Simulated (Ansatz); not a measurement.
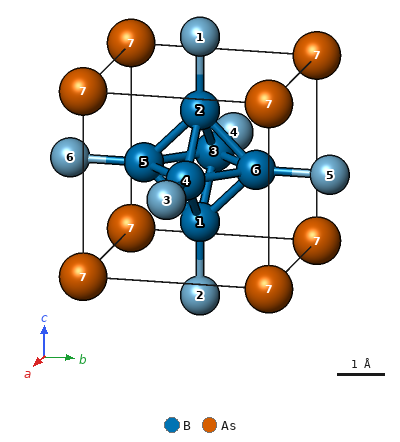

The input geometry (ball-and-stick view of the cell of the calculation, seen slightly off an axis; neighbours outside the cell are drawn fainter; atoms are numbered from 1 in the order of the input).

## Geometry relaxation, with input and output: B6As (part 1 of 2)

The run: geometry relaxation of B6As (Pm-3m, 7 atoms in the cell). Method and program: DFT r2SCAN, scalar-relativistic, plane waves, PAW, no spin polarisation (Ansatz 0.2.0).

The structure was made by swapping elements on the sites of another compound; it need not be a known phase. It belongs to a series of runs on one base structure; here: anti-CaB6 type (Pm-3m, No. 221). Figures and captions count atoms from 1; the log counts them from 0 in places.

## Log
```
Engine: ansatz 0.2.0, x86_64-unknown-linux-gnu
Pseudopotentials: kind: paw
Pseudopotential: B, paw, valence charge 3, recommended cutoff 500 eV (meta_gga), B.paw.azcp
Pseudopotential: As, paw, valence charge 15, recommended cutoff 500 eV (meta_gga), As.paw.azcp
Functional definition: r2SCAN
  parameter k0 = 0.174
  parameter k1 = 0.065
  parameter a1 = 4.9479
  exchange = r2scan_x(k0 = k0, k1 = k1, a1 = a1)
  correlation = r2scan_c
Crystal: 7 atoms, lattice volume = 72.093 Å³
Basis set: ecut = 500 eV, 1839 PW (Γ), exchange–correlation on 128×128×128 points (64 copies of the dense FFT grid, shifted against one another)
Bands: 24, of which v1, the nominal top of the filled ones, is band 17 counted from 1 (16 counted from 0)
Symmetry: 48 space group operations
Space group: Pm-3m (ITA 221), of the structure as read, at distance tolerance 4.2e-5 Å
k-points: 56 of 1000
Non-local potential: B, projectors of the file, l = 0: 2, l = 1: 2, l = 2: 1
Non-local potential: As, projectors of the file, l = 0: 2, l = 1: 2, l = 2: 3, l = 3: 1
PAW form: soft (Blöchl's): semilocal exchange-correlation on the pseudo side does not see the compensation charge
PAW frozen core: B, regenerated for the run's functional (the file was generated under x = pbe(κ = 0.804, μ = 0.2195149727645171), c = pbe(β = 0.06672455060314922))
PAW frozen core: As, regenerated for the run's functional (the file was generated under x = pbe(κ = 0.804, μ = 0.2195149727645171), c = pbe(β = 0.06672455060314922))
PAW one-centre angular grid: B, 302 points (default); XC on 160 Gauss nodes
PAW one-centre angular grid: As, 590 points (default); XC on 160 Gauss nodes
Initial density: superposition of atomic densities (neutral atoms: chi_scale 0, normalization atom), corrected by the library's trained network
Initial wavefunctions: pseudopotential atomic-orbital guess
Functional: x = r2scan, c = r2scan; τ floored in thin density (d = 2e-4 eV/Å³)
SCF iter   1: F=—  HF=-5799.550794 eV  |F-HF|=—  |Δ(HF+E_count)|=         —  Δρ=8.96e-3  dr2=1.27e-1  dr2_τ=7.03e-1  ethr=1.77e-3  ⟨swp⟩=6.5  Hψ=6880  notcnv=0  defer=1
preconditioner: auto → Kerker (q_TF=auto, 2.395 Å⁻¹)  [metal: Δε(μ)=0.020 eV  Ē_g=10.794 eV  σ=0.100 eV  W_gap=0.11  n_scr=18 (ndim 8)  ℏωp=21.0 eV  f_vac=0.000  D(μ)=2.87/eV (n_scr^D=26)]
SCF iter   2: F=—  HF=-5799.630075 eV  |F-HF|=—  |Δ(HF+E_count)|=   7.93e-2  Δρ=4.78e-3  dr2=2.26e-2  dr2_τ=4.67e-4  ethr=3.85e-4  ⟨swp⟩=2.2  Hψ=2784  notcnv=0  defer=118
SCF iter   3: F=—  HF=-5799.627971 eV  |F-HF|=—  |Δ(HF+E_count)|=   2.10e-3  Δρ=1.43e-3  dr2=1.13e-3  dr2_τ=5.93e-5  ethr=6.86e-5  ⟨swp⟩=1.7  Hψ=1785  notcnv=0  defer=118
SCF iter   4: F=—  HF=-5799.627963 eV  |F-HF|=—  |Δ(HF+E_count)|=   7.58e-6  Δρ=4.82e-4  dr2=9.37e-5  dr2_τ=4.87e-6  ethr=3.43e-6  ⟨swp⟩=2.5  Hψ=2169  notcnv=0  defer=118
SCF iter   5: F=—  HF=-5799.627991 eV  |F-HF|=—  |Δ(HF+E_count)|=   2.82e-5  Δρ=9.50e-5  dr2=5.94e-6  dr2_τ=1.29e-7  ethr=2.84e-7  ⟨swp⟩=2.5  Hψ=1783  notcnv=0  defer=118
SCF iter   6: F=—  HF=-5799.627994 eV  |F-HF|=—  |Δ(HF+E_count)|=   3.07e-6  Δρ=1.70e-5  dr2=1.46e-7  dr2_τ=4.87e-9  ethr=1.80e-8  ⟨swp⟩=2.0  Hψ=1861  notcnv=0  defer=118
SCF iter   7: F=-5799.627995 eV  HF=-5799.627995 eV  |F-HF|=4.16e-9  |Δ(HF+E_count)|=   8.99e-8  Δρ=5.40e-6  dr2=1.50e-8  dr2_τ=4.54e-10  ethr=3.03e-10  ⟨swp⟩=13.1  Hψ=9317  notcnv=0
SCF 1 converged in 7 iterations: F = -5799.627995 eV  dr2 = 1.50e-8
  greatest PAW one-centre occupation: 0.999 electrons in one spin orbital (limit 2), on the As atom at site 6 (counted from 0), in its partial waves of l = 2
relax step   1: F+E_penalty+E_count = -5799.62799453 eV  Δ(F+E_penalty+E_count) = +0.000e0 eV  max|allowed force component| = 2.310e-1 eV/Å  Δτ_max = 0.0000 Å  P = -0.999 GPa  Ω = 72.093 Å³  (7 SCF iters, dr2 threshold 1.00e-7 eV, accepted)
Crystal: 7 atoms, lattice volume = 71.896 Å³
Initial density: handed on by an earlier stage of this run
Initial wavefunctions: those handed on with the density
iter 1 solved again at ethr=1.00e-5 eV; its pass at ethr=3.10e-3 eV (dr2=3.31e-3 eV) is discarded
SCF iter   1: F=—  HF=-5799.631107 eV  |F-HF|=—  |Δ(HF+E_count)|=         —  Δρ=1.18e-3  dr2=3.33e-3  dr2_τ=2.01e-4  ethr=1.00e-5  ⟨swp⟩=1.1  Hψ=6015  notcnv=0
preconditioner: auto → Kerker (q_TF=auto, 2.396 Å⁻¹)  [metal: Δε(μ)=0.005 eV  Ē_g=10.859 eV  σ=0.100 eV  W_gap=0.03  n_scr=18 (ndim 8)  ℏωp=21.0 eV  f_vac=0.000  D(μ)=2.67/eV (n_scr^D=18)]
SCF iter   2: F=—  HF=-5799.630607 eV  |F-HF|=—  |Δ(HF+E_count)|=   5.00e-4  Δρ=4.72e-4  dr2=5.17e-4  dr2_τ=8.73e-6  ethr=1.00e-5  ⟨swp⟩=1.0  Hψ=1344  notcnv=0
SCF iter   3: F=—  HF=-5799.630500 eV  |F-HF|=—  |Δ(HF+E_count)|=   1.07e-4  Δρ=1.33e-4  dr2=2.72e-5  dr2_τ=2.55e-7  ethr=1.57e-6  ⟨swp⟩=2.1  Hψ=2275  notcnv=0
SCF iter   4: F=—  HF=-5799.630495 eV  |F-HF|=—  |Δ(HF+E_count)|=   5.13e-6  Δρ=6.88e-5  dr2=4.35e-6  dr2_τ=4.82e-8  ethr=8.24e-8  ⟨swp⟩=2.2  Hψ=2193  notcnv=0
SCF iter   5: F=-5799.630495 eV  HF=-5799.630495 eV  |F-HF|=1.14e-8  |Δ(HF+E_count)|=   2.67e-8  Δρ=1.71e-5  dr2=2.68e-7  dr2_τ=3.80e-9  ethr=2.12e-9  ⟨swp⟩=11.4  Hψ=9564  notcnv=0
SCF 2 converged in 5 iterations: F = -5799.630495 eV  dr2 = 2.68e-7
  Residual-converged pass: ⟨swp⟩=1.0  Hψ=1568  notcnv=0  max |occ|·‖R‖ = 7.1e-9 eV (tolerance 1.0e-8 eV)  dr2=2.68e-7  dr2_τ=3.80e-9  dr2_onsite=1.58e-8  max |Δocc| = 1.8e-10
relax step   2: F+E_penalty+E_count = -5799.63049499 eV  Δ(F+E_penalty+E_count) = -2.500e-3 eV  max|allowed force component| = 1.359e-1 eV/Å  Δτ_max = 0.0014 Å  P = -0.553 GPa  Ω = 71.896 Å³  energy of the carried Pulay correction = +1.546e-5 eV  (5 SCF iters, dr2 threshold 7.00e-7 eV, accepted)
Crystal: 7 atoms, lattice volume = 71.674 Å³
iter 1 solved again at ethr=1.68e-5 eV; its pass at ethr=3.10e-3 eV (dr2=5.54e-3 eV) is discarded
SCF iter   1: F=—  HF=-5799.632806 eV  |F-HF|=—  |Δ(HF+E_count)|=         —  Δρ=1.56e-3  dr2=5.56e-3  dr2_τ=3.54e-4  ethr=1.68e-5  ⟨swp⟩=1.0  Hψ=6012  notcnv=0
preconditioner: auto → Kerker (q_TF=auto, 2.397 Å⁻¹)  [metal: Δε(μ)=0.006 eV  Ē_g=10.888 eV  σ=0.100 eV  W_gap=0.03  n_scr=18 (ndim 8)  ℏωp=21.0 eV  f_vac=0.000  D(μ)=2.64/eV (n_scr^D=18)]
SCF iter   2: F=—  HF=-5799.631930 eV  |F-HF|=—  |Δ(HF+E_count)|=   8.75e-4  Δρ=6.32e-4  dr2=8.70e-4  dr2_τ=1.49e-5  ethr=1.68e-5  ⟨swp⟩=1.0  Hψ=1344  notcnv=0
SCF iter   3: F=—  HF=-5799.631745 eV  |F-HF|=—  |Δ(HF+E_count)|=   1.86e-4  Δρ=1.72e-4  dr2=4.50e-5  dr2_τ=4.33e-7  ethr=2.64e-6  ⟨swp⟩=2.2  Hψ=2284  notcnv=0
SCF iter   4: F=—  HF=-5799.631734 eV  |F-HF|=—  |Δ(HF+E_count)|=   1.06e-5  Δρ=8.69e-5  dr2=7.08e-6  dr2_τ=7.47e-8  ethr=1.36e-7  ⟨swp⟩=2.1  Hψ=2207  notcnv=0
SCF iter   5: F=-5799.631734 eV  HF=-5799.631734 eV  |F-HF|=9.41e-9  |Δ(HF+E_count)|=   6.90e-8  Δρ=2.25e-5  dr2=4.58e-7  dr2_τ=6.71e-9  ethr=2.12e-9  ⟨swp⟩=8.8  Hψ=9594  notcnv=0
SCF 3 converged in 5 iterations: F = -5799.631734 eV  dr2 = 4.58e-7
relax step   3: F+E_penalty+E_count = -5799.63173390 eV  Δ(F+E_penalty+E_count) = -1.239e-3 eV  max|allowed force component| = 5.400e-3 eV/Å  Δτ_max = 0.0021 Å  P = -0.025 GPa  Ω = 71.674 Å³  energy of the carried Pulay correction = +3.301e-5 eV  (5 SCF iters, dr2 threshold 7.00e-7 eV, accepted)
Initial wavefunctions: pseudopotential atomic-orbital guess (no wavefunctions were taken with the density)
iter 1 solved again at ethr=2.22e-8 eV; its pass at ethr=3.10e-3 eV (dr2=7.33e-6 eV) is discarded
SCF iter   1: F=—  HF=-5799.631702 eV  |F-HF|=—  |Δ(HF+E_count)|=         —  Δρ=2.25e-5  dr2=4.54e-7  dr2_τ=9.17e-9  ethr=2.22e-8  ⟨swp⟩=3.4  Hψ=10251  notcnv=0
preconditioner: auto → Kerker (q_TF=auto, 2.397 Å⁻¹)  [metal: Δε(μ)=0.006 eV  Ē_g=10.878 eV  σ=0.100 eV  W_gap=0.04  n_scr=18 (ndim 8)  ℏωp=21.0 eV  f_vac=0.000  D(μ)=2.69/eV (n_scr^D=18)]
SCF iter   2: F=—  HF=-5799.631703 eV  |F-HF|=—  |Δ(HF+E_count)|=   9.59e-7  Δρ=1.54e-5  dr2=2.19e-7  dr2_τ=2.07e-9  ethr=1.38e-9  ⟨swp⟩=1.4  Hψ=1397  notcnv=0
SCF iter   3: F=—  HF=-5799.631703 eV  |F-HF|=—  |Δ(HF+E_count)|=   2.98e-8  Δρ=4.79e-6  dr2=2.39e-8  dr2_τ=9.51e-10  ethr=6.64e-10  ⟨swp⟩=2.2  Hψ=2280  notcnv=0
SCF iter   4: F=—  HF=-5799.631703 eV  |F-HF|=—  |Δ(HF+E_count)|=   2.34e-9  Δρ=1.06e-6  dr2=8.28e-10  dr2_τ=2.91e-11  ethr=7.25e-11  ⟨swp⟩=2.0  Hψ=2237  notcnv=0
SCF iter   5: F=-5799.631703 eV  HF=-5799.631703 eV  |F-HF|=4.91e-11  |Δ(HF+E_count)|=  1.36e-10  Δρ=3.17e-7  dr2=5.77e-11  dr2_τ=1.09e-12  ethr=1.00e-12  ⟨swp⟩=5.7  Hψ=7169  notcnv=0
SCF 4 converged in 5 iterations: F = -5799.631703 eV  dr2 = 5.77e-11
relax step   4: F+E_penalty+E_count = -5799.63170254 eV  Δ(F+E_penalty+E_count) = +3.136e-5 eV  max|allowed force component| = 5.232e-3 eV/Å  Δτ_max = 0.0000 Å  P = -0.026 GPa  Ω = 71.674 Å³  stress off target by 2.64e-2 GPa  SCF on the basis re-selected at this cell (its energy is not comparable with the rows above)  (5 SCF iters)
```

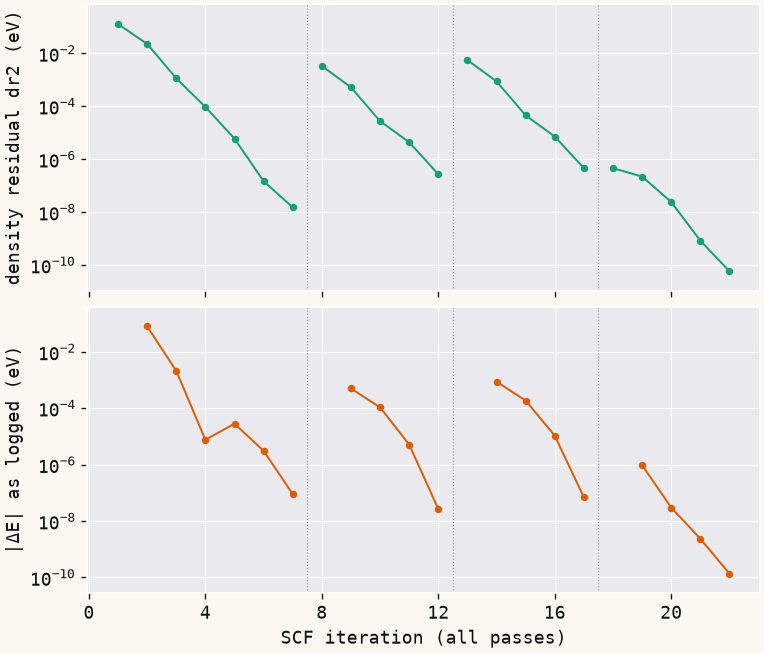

Convergence of the self-consistent field: density residual dr2 and size of the energy change against the SCF iteration. The dotted lines part the SCF passes of the relaxation: geometry steps, rejected trials and re-solves on a re-selected basis. The passes take 7, 5, 5 and 5 iterations.

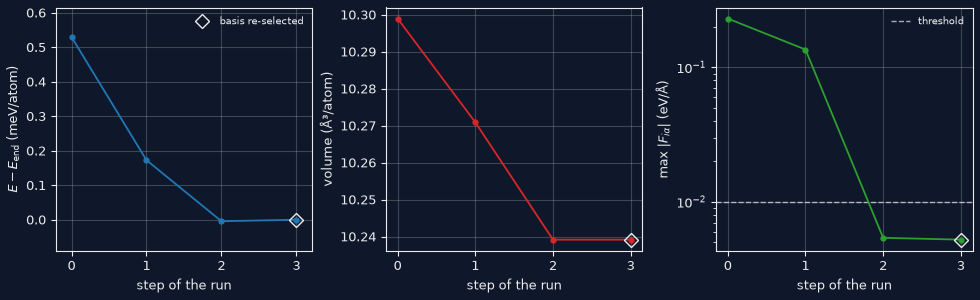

Progress of the relaxation, step by step (the first geometry is step 0 here and step 1 in the log). Over 2 geometry steps the energy falls by 0.5 meV per atom. The largest force component goes from 0.23 to 0.0052 eV/Å. Pressure: −1.00 GPa at the start and −0.03 GPa at the end. No atom moves by more than 0.005 Å relative to the cell. The volume changes by −0.6 %, with a = b = c 4.162 → 4.154 Å (−0.2 %). Among the contacts that change: B1–B3 1.775 → 1.767 Å. The space group stays Pm-3m (No. 221). A last SCF at the same geometry on a re-selected plane-wave basis shifts the energy by +0.0 meV per atom. (Atoms are counted from 1 in the order of the input.)

```
basis re-selected at this cell: Δ(F+E_penalty+E_count) = +3.136e-5 eV, ΔP = -0.002 GPa vs the last step (what re-selecting the basis moved, of the pressure what is left beyond the Pulay correction that the steps carried, after the strain that the cell walked since its last selection, with what the two solves' SCF thresholds leave and, on support functions, any second-order correction that the steps lacked; it is no measure of the basis error at this ecutwfc). This SCF's stress stands 2.64e-2 GPa from its target on what of the cell is left free (relax.cell.stress_tol is 5.00e-2 GPa) and its largest allowed force component is 5.23e-3 eV/Å (relax.f_tol is 1.00e-2 eV/Å): within both
SCF converged after 5 iterations
Free energy (F): -5799.631703 eV
Harris-Foulkes:  -5799.631703 eV  (|F-HF|=4.91e-11)
Internal energy: -5799.618278 eV  (E = F + TS)
E sigma→0 (E₀):  -5799.624990 eV
Entropy (-TS):   -0.013425 eV (-1.918 meV/atom)
Fermi energy:    8.195911 eV
```
